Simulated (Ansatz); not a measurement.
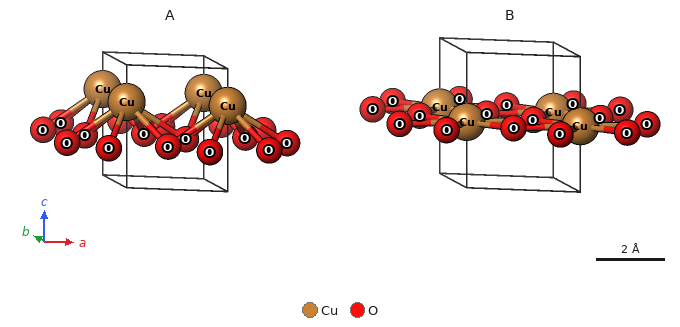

Two geometries of a crystal of CuO$_{2}$ (a generated structure, set up in P6mm) (coarse preliminary run), drawn at one scale. One is the start of a relaxation, the other its converged end. A ball-and-stick model of the cell of the calculation, seen slightly off an axis.

All numbers below come from Ansatz 0.2.0, DFT PBE, scalar-relativistic, plane waves, PAW. Set-up: plane-wave cutoff 420 eV; k-point mesh 6 × 6 × 6; occupations gaussian; smearing width 0.1 eV; collinear spin; cell and atoms relaxed; force threshold 0.04 eV/Å; at most 70 steps.

Q: Which one is relaxed?

A: Structure B is the relaxed one. The Cu atom moves most relative to the cell: 0.85 Å along −c. Largest moves by element: Cu 0.85 Å, O 0.43 Å. The volume changes by +39.6 %, with a = b 3.121 → 3.513 Å (+12.6 %), c 3.659 → 4.031 Å (+10.1 %). Near-neighbour distances that change, for instance: Cu–O 2.144 → 2.028 Å. Among the angles between lasting bonds that change: O–Cu–O 114.4° → 180.0°, Cu–O–Cu 93.4° → 120.0°, O–Cu–O 93.4° → 120.0°. The space group (tolerance 0.01 Å) goes from P6mm (No. 183) to P6/mmm (No. 191). Over 15 accepted moves (22 points after the start) the energy falls by 795 meV per atom. Largest force component: 0.074 eV/Å at the start, under 0.0001 eV/Å at the end. The pressure goes from 26.70 to 0.12 GPa. The line search rejected the trial steps at points 6, 8 of the run. The SCF was repeated 5 times at an unchanged geometry on a basis and grid sized afresh for the cell, which shifted the energy by 35.7 meV per atom at most. The program noted that the starting moments weren't kept. The run may lie on a higher electronic state than the lowest, so the end point isn't shown to be the ground-state structure.
